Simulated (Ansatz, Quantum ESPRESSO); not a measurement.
# Tuning the work function of Co(0001), part 6 of 7

Wanted: work-function changes of Co(0001) along a row of adsorbates.

Quantum ESPRESSO 7.5; plane-wave DFT, PBE, GBRV ultrasoft pseudopotentials; geometry by Ansatz 0.2.0 with PAW datasets.

So far. Step 9 (Projections on atomic orbitals, Mg overlayer): The atomic orbitals miss 0.4 % of the occupied states; for empty states the projections can miss much more. Step 10 (Geometry from Ansatz, Al overlayer): The relaxation lowers the energy by 7 meV an atom. Held were the atoms numbered 1 and 2; the forces quoted are those on the free ones.

### 11. Self-consistent run, Al overlayer

Level of this step: plane-wave DFT, PBE, GBRV ultrasoft pseudopotentials (Quantum ESPRESSO 7.5).

Al.esm.in

```
&control
  prefix = 'Al.esm'
  outdir = './out'
  pseudo_dir = './pseudo'
  calculation = 'scf'
  tprnfor = .true.
/
&system
  ibrav = 0
  nat = 5
  ntyp = 2
  ecutwfc = 40
  ecutrho = 200
  occupations = 'smearing'
  smearing = 'mv'
  degauss = 0.02
  assume_isolated = 'esm'
  esm_bc = 'bc1'
  nspin = 2
  starting_magnetization(1) = 0.28
/
&electrons
  conv_thr = 1e-07
  mixing_beta = 0.4
  electron_maxstep = 120
  mixing_mode = 'local-TF'
/
ATOMIC_SPECIES
  Co  58.9332  co_pbe_v1.2.uspp.F.UPF
  Al  26.9815  al_pbe_v1.uspp.F.UPF
CELL_PARAMETERS angstrom
  2.51000000000061 0.00000000000000 0.00000000000000
  1.25500000000031 2.17372376349947 0.00000000000000
  0.00000000000000 0.00000000000000 25.10683000000000
ATOMIC_POSITIONS crystal
  Co  0.666666666667 0.666666666667 -0.162393575832
  Co  -0.000000000000 -0.000000000000 -0.081315638032
  Co  0.666666666667 0.666666666667 -0.000432746205
  Co  -0.000000000000 -0.000000000000 0.078472929028
  Al  0.333333333333 0.333333333333 0.162393575832
K_POINTS automatic
  12 12 1 0 0 0
```

Run with:

```console
$ OMP_NUM_THREADS=1 mpirun -n 4 pw.x -nk 4 -in Al.esm.in > Al.esm.out
```

The log of the run:

```text
[banner, memory and clock lines left out]
Program PWSCF v.7.5 starts

          URL

     Message from routine setup:
     using ibrav=0 with symmetry is DISCOURAGED, use correct ibrav instead

     G-vector sticks info

     bravais-lattice index     =            0
     lattice parameter (alat)  =       4.7432  a.u.
     unit-cell volume          =     924.4141 (a.u.)^3
     number of atoms/cell      =            5
     number of atomic types    =            2
     number of electrons       =        71.00
     number of Kohn-Sham states=           43
     kinetic-energy cutoff     =      40.0000  Ry
     charge density cutoff     =     200.0000  Ry
     scf convergence threshold =      1.0E-07
     mixing beta               =       0.4000
     number of iterations used =            8  local-TF  mixing
     Exchange-correlation= SLA  PW   PBE  PBE
                           (   1   4   3   4   0   0   0)

     Effective Screening Medium Method
     Boundary Conditions: Vacuum-Slab-Vacuum
     total charge in unit cell        =   0.0000
     grid points for fit at edges     =        4

     celldm(1)=   4.743213  celldm(2)=   0.000000  celldm(3)=   0.000000
     celldm(4)=   0.000000  celldm(5)=   0.000000  celldm(6)=   0.000000

     crystal axes: (cart. coord. in units of alat)
               a(1) = (   1.000000   0.000000   0.000000 )
               a(2) = (   0.500000   0.866025   0.000000 )
               a(3) = (   0.000000   0.000000  10.002721 )

     reciprocal axes: (cart. coord. in units 2 pi/alat)
               b(1) = (  1.000000 -0.577350  0.000000 )
               b(2) = (  0.000000  1.154701  0.000000 )
               b(3) = (  0.000000  0.000000  0.099973 )

     PseudoPot. # 1 for Co read from file:
     ./pseudo/co_pbe_v1.2.uspp.F.UPF
     Pseudo is Ultrasoft + core correction, Zval = 17.0
     Generated by new atomic code, or converted to UPF format
     Using radial grid of  863 points,  6 beta functions with:
                l(1) =   0
                l(2) =   0
                l(3) =   1
                l(4) =   1
                l(5) =   2
                l(6) =   2
     Q(r) pseudized with  8 coefficients,  rinner =    1.200   1.200   1.200
                                                       1.200   1.200

     PseudoPot. # 2 for Al read from file:
     ./pseudo/al_pbe_v1.uspp.F.UPF
     Pseudo is Ultrasoft + core correction, Zval =  3.0
     Generated by new atomic code, or converted to UPF format
     Using radial grid of  893 points,  3 beta functions with:
                l(1) =   0
                l(2) =   1
                l(3) =   2
     Q(r) pseudized with  8 coefficients,  rinner =    0.900   0.900   0.900
                                                       0.900   0.900

     atomic species   valence    mass     pseudopotential
     Co               17.00    58.93320     Co( 1.00)
     Al                3.00    26.98150     Al( 1.00)

     Starting magnetic structure
     atomic species   magnetization
     Co              0.280
     Al              0.000

      6 Sym. Ops. (no inversion) found

   Cartesian axes

     site n.     atom                  positions (alat units)
         1        Co     tau(   1) = (   1.0000000   0.5773503  -1.6243777  )
         2        Co     tau(   2) = (  -0.0000000  -0.0000000  -0.8133776  )
         3        Co     tau(   3) = (   1.0000000   0.5773503  -0.0043286  )
         4        Co     tau(   4) = (   0.0000000   0.0000000   0.7849428  )
         5        Al     tau(   5) = (   0.5000000   0.2886751   1.6243777  )

     number of k points=    19  Marzari-Vanderbilt smearing, width (Ry)=  0.0200
                       cart. coord. in units 2pi/alat
        k(    1) = (   0.0000000   0.0000000   0.0000000), wk =   0.0069444
        k(    2) = (   0.0000000   0.0962250   0.0000000), wk =   0.0416667
        k(    3) = (   0.0000000   0.1924501   0.0000000), wk =   0.0416667
        k(    4) = (   0.0000000   0.2886751   0.0000000), wk =   0.0416667
        k(    5) = (   0.0000000   0.3849002   0.0000000), wk =   0.0416667
        k(    6) = (   0.0000000   0.4811252   0.0000000), wk =   0.0416667
        k(    7) = (   0.0000000  -0.5773503   0.0000000), wk =   0.0208333
        k(    8) = (   0.0833333   0.1443376   0.0000000), wk =   0.0416667
        k(    9) = (   0.0833333   0.2405626   0.0000000), wk =   0.0833333
        k(   10) = (   0.0833333   0.3367877   0.0000000), wk =   0.0833333
        k(   11) = (   0.0833333   0.4330127   0.0000000), wk =   0.0833333
        k(   12) = (   0.0833333  -0.6254628   0.0000000), wk =   0.0833333
        k(   13) = (   0.1666667   0.2886751   0.0000000), wk =   0.0416667
        k(   14) = (   0.1666667   0.3849002   0.0000000), wk =   0.0833333
        k(   15) = (   0.1666667  -0.6735753   0.0000000), wk =   0.0833333
        k(   16) = (   0.1666667  -0.5773503   0.0000000), wk =   0.0416667
        k(   17) = (   0.2500000  -0.7216878   0.0000000), wk =   0.0416667
        k(   18) = (   0.2500000  -0.6254628   0.0000000), wk =   0.0833333
        k(   19) = (   0.3333333  -0.5773503   0.0000000), wk =   0.0138889

     Dense  grid:    44337 G-vectors     FFT dimensions: (  24,  24, 216)

     Smooth grid:    31763 G-vectors     FFT dimensions: (  20,  20, 192)

     Check: negative core charge=   -0.000024
     Generating pointlists ...
     new r_m :   0.4034 (alat units)  1.9133 (a.u.) for type    1
     new r_m :   0.4125 (alat units)  1.9566 (a.u.) for type    2

     Initial potential from superposition of free atoms

     starting charge      66.9975, renormalised to      71.0000

     negative rho (up, down):  6.778E-05 4.872E-05
     Starting wfcs are   56 randomized atomic wfcs

     per-process dynamical memory:    73.2 Mb

     Self-consistent Calculation

     iteration #  1     ecut=    40.00 Ry     beta= 0.40
     Davidson diagonalization with overlap
     c_bands:  1 eigenvalues not converged
     c_bands:  2 eigenvalues not converged
     c_bands:  4 eigenvalues not converged
     c_bands:  2 eigenvalues not converged
     c_bands:  5 eigenvalues not converged
     c_bands:  3 eigenvalues not converged
     ethr =  1.00E-02,  avg # of iterations = 17.3

     negative rho (up, down):  9.060E-02 5.543E-02

     total energy              =   -1173.44200164 Ry
     estimated scf accuracy    <     522.72199660 Ry

     total magnetization       =     3.74 Bohr mag/cell
     absolute magnetization    =     5.27 Bohr mag/cell

     iteration #  2     ecut=    40.00 Ry     beta= 0.40
[...]
-4.0980  -3.5891  -3.4914  -3.4009  -3.3863  -3.3356  -3.2310  -2.9898
    -2.5151  -0.7865   0.9404

          k = 0.0000-0.5774 0.0000 (  3980 PWs)   bands (ev):

   -98.5762 -98.4530 -98.3921 -98.2780 -62.0472 -62.0041 -61.8987 -61.8948
   -61.8552 -61.7904 -61.7727 -61.7427 -61.6907 -61.6862 -61.6134 -61.5695
    -9.0734  -8.6794  -8.3412  -8.1232  -7.8893  -7.4661  -7.0834  -7.0301
    -6.7314  -5.5955  -5.4928  -5.1770  -4.9576  -4.9346  -4.2298  -4.1482
    -3.5602  -3.4823  -3.3906  -3.2890  -3.2879  -3.2146  -3.1006  -2.5165
    -1.9468  -0.8215  -0.0400

          k = 0.0833 0.1443 0.0000 (  3945 PWs)   bands (ev):

   -98.6055 -98.4813 -98.4187 -98.3044 -62.0317 -61.8720 -61.8324 -61.8066
   -61.7496 -61.7198 -61.6959 -61.6720 -61.6425 -61.6056 -61.5558 -61.5249
   -14.6730 -12.3085 -11.0070  -9.5127  -8.4847  -7.0678  -6.3461  -6.0402
    -5.9729  -5.7868  -5.5799  -5.5062  -5.3101  -5.2656  -5.2361  -5.0533
    -4.9851  -4.8585  -4.6411  -4.5116  -4.1357  -3.9959  -3.7338  -3.4631
    -3.2562  -2.2756  -1.0558

          k = 0.0833 0.2406 0.0000 (  3923 PWs)   bands (ev):

   -98.5976 -98.4737 -98.4116 -98.2974 -62.0184 -61.9043 -61.8485 -61.8209
   -61.7785 -61.7500 -61.7112 -61.7024 -61.6578 -61.6143 -61.5941 -61.5392
   -13.8335 -11.4426 -10.2142  -8.7974  -7.9038  -6.9542  -6.6923  -6.3303
    -6.2031  -5.9943  -5.7950  -5.6019  -5.3511  -5.1264  -5.1079  -4.9387
    -4.7032  -4.6055  -4.5227  -4.2906  -4.0724  -3.8472  -3.6909  -3.4273
    -2.7355  -1.2958  -0.1023

          k = 0.0833 0.3368 0.0000 (  3948 PWs)   bands (ev):

   -98.5886 -98.4649 -98.4034 -98.2892 -62.0062 -61.9575 -61.8637 -61.8363
   -61.8215 -61.7805 -61.7283 -61.7223 -61.6762 -61.6515 -61.6056 -61.5556
   -12.6111 -10.2968  -9.2615  -8.1065  -7.5037  -7.0547  -6.8107  -6.5690
    -6.4577  -5.9346  -5.8320  -5.5557  -5.4345  -5.2255  -4.9328  -4.8275
    -4.4303  -4.2652  -4.0997  -3.8725  -3.7432  -3.6052  -3.4585  -3.3368
    -2.0423  -0.2564   0.5034

          k = 0.0833 0.4330 0.0000 (  3954 PWs)   bands (ev):

   -98.5807 -98.4574 -98.3962 -98.2821 -62.0133 -61.9941 -61.8848 -61.8627
   -61.8527 -61.7894 -61.7503 -61.7392 -61.6914 -61.6768 -61.6099 -61.5698
   -11.0688  -9.1664  -8.5528  -7.9120  -7.5860  -7.1923  -6.8339  -6.7518
    -6.3922  -5.7774  -5.5606  -5.4821  -5.3265  -5.0596  -4.9031  -4.4245
    -4.2264  -3.9025  -3.7133  -3.5488  -3.4505  -3.1961  -3.0878  -2.7862
    -2.1584  -0.8852   1.0857

          k = 0.0833-0.6255 0.0000 (  3965 PWs)   bands (ev):

   -98.5762 -98.4530 -98.3921 -98.2780 -62.0383 -62.0001 -61.8951 -61.8875
   -61.8640 -61.7877 -61.7699 -61.7496 -61.6965 -61.6873 -61.6123 -61.5779
    -9.4157  -8.5564  -8.2776  -7.9450  -7.7612  -7.3392  -6.9672  -6.8790
    -6.6922  -5.6997  -5.5492  -5.3979  -5.1202  -4.8928  -4.4820  -4.1758
    -4.0849  -3.6013  -3.5327  -3.4795  -3.3454  -3.2676  -2.5075  -2.3148
    -1.6990  -0.4497   0.4508

          k = 0.1667 0.2887 0.0000 (  3957 PWs)   bands (ev):

   -98.5898 -98.4661 -98.4045 -98.2903 -62.0069 -61.9435 -61.8656 -61.8339
   -61.8086 -61.7793 -61.7265 -61.7190 -61.6825 -61.6403 -61.6044 -61.5596
   -12.8100 -10.4552  -9.3628  -8.1082  -7.3930  -6.9880  -6.7617  -6.6770
    -6.4146  -6.1453  -5.8932  -5.7254  -5.4249  -5.1759  -5.0478  -4.8884
    -4.5300  -4.3712  -4.1151  -3.8479  -3.7271  -3.6303  -3.4651  -3.3154
    -2.0942  -0.3123   0.9590

          k = 0.1667 0.3849 0.0000 (  3954 PWs)   bands (ev):

   -98.5819 -98.4585 -98.3973 -98.2832 -62.0015 -61.9798 -61.8885 -61.8516
   -61.8406 -61.7941 -61.7475 -61.7338 -61.7071 -61.6652 -61.6087 -61.5813
   -11.4343  -9.3127  -8.5295  -7.7451  -7.2526  -6.9539  -6.8486  -6.6635
    -6.5503  -6.0192  -5.9368  -5.7164  -5.5335  -5.3019  -4.9968  -4.6665
    -4.4134  -4.1870  -3.7608  -3.5282  -3.4612  -3.1256  -2.9290  -2.6125
    -1.3139  -0.6574   0.8309

          k = 0.1667-0.6736 0.0000 (  3951 PWs)   bands (ev):

   -98.5762 -98.4530 -98.3921 -98.2780 -62.0171 -61.9913 -61.9012 -61.8720
   -61.8657 -61.7938 -61.7676 -61.7503 -61.7194 -61.6799 -61.6115 -61.5975
    -9.8142  -8.4129  -8.0660  -7.7012  -7.4625  -7.0940  -6.8574  -6.7318
    -6.4148  -5.9967  -5.8092  -5.6935  -5.3956  -5.1880  -4.9389  -4.3981
    -4.2158  -3.8826  -3.7122  -3.5291  -3.3019  -2.9383  -2.2576  -1.9933
    -1.3272   0.0941   1.1907

          k = 0.1667-0.5774 0.0000 (  3948 PWs)   bands (ev):

   -98.5741 -98.4510 -98.3902 -98.2761 -62.0267 -61.9931 -61.9035 -61.8811
   -61.8751 -61.7892 -61.7792 -61.7575 -61.7224 -61.6848 -61.6121 -61.6038
    -8.5490  -8.2308  -7.9098  -7.7396  -7.5758  -7.1970  -7.0542  -6.8692
    -6.5469  -5.9833  -5.8160  -5.6579  -5.3682  -4.9732  -4.8232  -4.2825
    -4.2586  -3.6918  -3.6261  -3.6116  -3.4485  -3.3252  -1.3978  -1.0453
    -0.4641   0.0384   0.4210

          k = 0.2500-0.7217 0.0000 (  3949 PWs)   bands (ev):

   -98.5762 -98.4530 -98.3921 -98.2780 -62.0042 -61.9848 -61.9155 -61.8644
   -61.8517 -61.8078 -61.7643 -61.7442 -61.7354 -61.6737 -61.6157 -61.6062
    -9.9634  -8.3340  -7.9217  -7.6001  -7.1756  -7.0732  -6.8367  -6.5660
    -6.4063  -6.0558  -6.0126  -5.8637  -5.7074  -5.3077  -5.0416  -4.5180
    -4.3140  -4.0208  -3.7579  -3.4941  -3.2824  -2.3593  -2.1511  -1.8817
    -1.2069  -0.1504   0.7151

          k = 0.2500-0.6255 0.0000 (  3959 PWs)   bands (ev):

   -98.5728 -98.4498 -98.3891 -98.2750 -62.0041 -61.9844 -61.9352 -61.8686
   -61.8566 -61.8187 -61.7794 -61.7527 -61.7431 -61.6791 -61.6319 -61.6111
    -8.4174  -7.7749  -7.6065  -7.4296  -7.3114  -7.0982  -6.9441  -6.7431
    -6.4643  -6.2000  -5.9987  -5.9529  -5.4926  -5.4099  -4.8780  -4.4672
    -4.2004  -3.8346  -3.7815  -3.6191  -3.3905  -3.2644  -1.0578  -0.4900
    -0.3973   0.4349   1.2678

          k = 0.3333-0.5774 0.0000 (  3969 PWs)   bands (ev):

   -98.5716 -98.4486 -98.3880 -98.2739 -61.9806 -61.9802 -61.9679 -61.8535
   -61.8456 -61.8441 -61.7930 -61.7550 -61.7427 -61.6767 -61.6498 -61.6117
    -7.4339  -7.4127  -7.3622  -7.2619  -7.2280  -7.1471  -7.1231  -7.0106
    -6.7224  -6.1360  -6.1289  -5.9403  -5.6220  -5.4658  -4.8246  -4.4960
    -4.2624  -3.8412  -3.7517  -3.5536  -3.5378  -3.4834  -1.5161   0.8057
     1.2044   1.3787   1.4521

     the Fermi energy is    -4.5633 ev

!    total energy              =   -1200.57999432 Ry
     estimated scf accuracy    <       0.00000002 Ry
     smearing contrib. (-TS)   =       0.00219095 Ry
     internal energy E=F+TS    =   -1200.58218527 Ry

     The total energy is F=E-TS. E is the sum of the following terms:
     one-electron contribution =   16727.94302807 Ry
     hartree contribution      =   -8377.46793075 Ry
     xc contribution           =    -135.00524042 Ry
     ewald contribution        =   -9416.05204217 Ry

     total magnetization       =     6.82 Bohr mag/cell
     absolute magnetization    =     7.51 Bohr mag/cell

     convergence has been achieved in  40 iterations

     negative rho (up, down):  5.056E-05 4.142E-05

     Forces acting on atoms (cartesian axes, Ry/au):

     atom    1 type  1   force =     0.00000000    0.00000000    0.01867581
     atom    2 type  1   force =     0.00000000    0.00000000   -0.02102437
     atom    3 type  1   force =     0.00000000    0.00000000    0.00310654
     atom    4 type  1   force =     0.00000000    0.00000000   -0.00306842
     atom    5 type  2   force =    -0.00000000   -0.00000000    0.00161551

     Total force =     0.028504     Total SCF correction =     0.001379

     XML data file, charge density, pseudopotentials, collected wavefunctions

                                        0.00s GPU  (    2571 calls)

Note: The following floating-point exceptions are signalling: IEEE_DIVIDE_BY_ZERO IEEE_UNDERFLOW_FLAG
Note: The following floating-point exceptions are signalling: IEEE_DIVIDE_BY_ZERO IEEE_UNDERFLOW_FLAG
Note: The following floating-point exceptions are signalling: IEEE_DIVIDE_BY_ZERO IEEE_UNDERFLOW_FLAG
Note: The following floating-point exceptions are signalling: IEEE_DIVIDE_BY_ZERO IEEE_UNDERFLOW_FLAG
```

The job ended after 2.1 min (4 MPI ranks of Arm Neoverse V1, shared host; peak memory 0.57 GiB).

This step gave:

- free energy: -16334.7230 eV
- Fermi energy: -4.563 eV
- magnetization: 6.82 μB
- absolute magnetization: 7.51 μB
- site moments: 1.906, 1.823, 1.800, 1.526, 0.0179 μB
- vacuum line at the lower end of the cell, over the Fermi level: 5.016 eV
- vacuum line at the upper end of the cell, over the Fermi level: 4.111 eV

The potential energy, planar mean oscillates, so the rows of the table below give means over windows of 1.98 Å about each position, cut where the curve ends. Its maxima inside the range that stand out by 2 % of the span (Å: eV): -3.0: -0.701, -1.1: -0.730, 0.9: -1.16, 3.0: -1.62. Its minima: -4.1: -26.6, -2.1: -26.5, 0.0: -26.7, 2.0: -26.7, 4.1: -18.9.

Electrostatic potential energy of an electron; zero at the Fermi level. Potential energy, planar mean against z; means over each step:

| z (Å) | potential energy, planar mean (eV) |
| --- | --- |
| -11.56 | 5.02 |
| -9.58 | 5.02 |
| -7.60 | 5.00 |
| -5.62 | 2.55 |
| -3.64 | -11.8 |
| -1.66 | -11.9 |
| 0.32 | -12.1 |
| 2.30 | -12.2 |
| 4.28 | -10.3 |
| 6.26 | 3.47 |
| 8.24 | 4.11 |
| 10.22 | 4.11 |
| 12.20 | 4.11 |

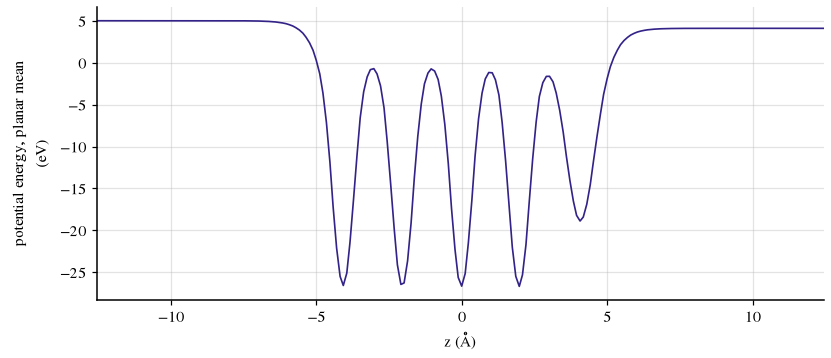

Potential energy, planar mean, plotted against z.

The covered face stands at 4.11 eV against 4.97 eV when clean.

Inside the slab this potential holds the local part of the pseudopotentials, which can be repulsive at the nuclei; only its value in the vacuum has a meaning of its own.

[end of part 6 of 7]

[Logs are printed without paths, hosts, clocks, repeated set-up lines and the standing remarks that a program may print on its own settings, such as how far it seeks lower states.]

[Hosts, paths, dates, database ids (printed as entryN), source tags and the programs' standing remarks are cut or masked in the printed files.]

[Maps of the electrostatic potential energy from Ansatz leave out the sawtooth potential of an applied field or a dipole correction, so their vacuum need not be flat; planar profiles and work functions include it.]
